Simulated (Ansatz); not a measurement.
CoPtO₂ (space group R-3m, No. 166): coordinates from a relaxation at fixed volume with Ansatz 0.2.0, DFT PBE+U, scalar-relativistic, plane waves, PAW.

```
Co Pt O
1.0
     2.82202    0.00000    0.00000
    -1.41101    2.44394    0.00000
     0.00000    0.00000   17.80489
Co Pt O
3 3 6
Cartesian
  1.4110 0.8146 14.8374
  0.0000 1.6293 2.9675
  0.0000 0.0000 8.9024
  0.0000 0.0000 0.0000
  1.4110 0.8146 5.9350
  0.0000 1.6293 11.8699
  0.0000 0.0000 15.8156
  0.0000 1.6293 13.8592
  1.4110 0.8146 3.9457
  0.0000 0.0000 1.9893
  0.0000 1.6293 9.8807
  1.4110 0.8146 7.9242
```

Describe how the polyhedra about Co are linked (bonds: Co–O below 2.1 Å).

Co: CoO6 octahedron, sharing edges with six neighbours.

They form layers of edge-sharing octahedra parallel to (001). Their corner atoms also have Pt as close neighbours (those links are not drawn).

Centre to centre across a shared edge: 2.82 Å.

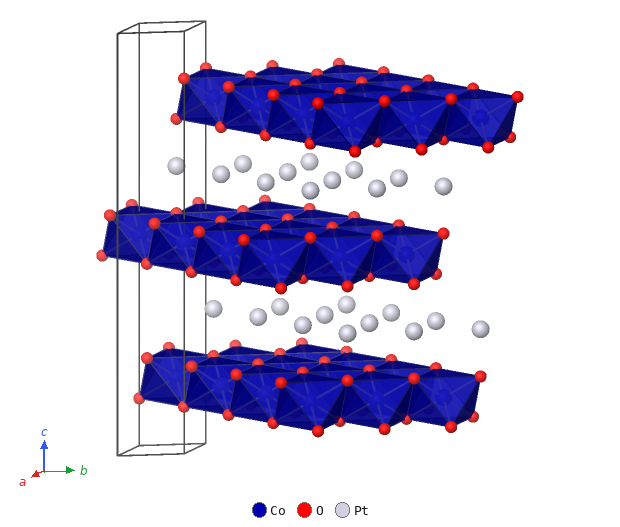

Polyhedra are drawn about Co (bonds: Co–O below 2.1 Å); other atoms are plain spheres.
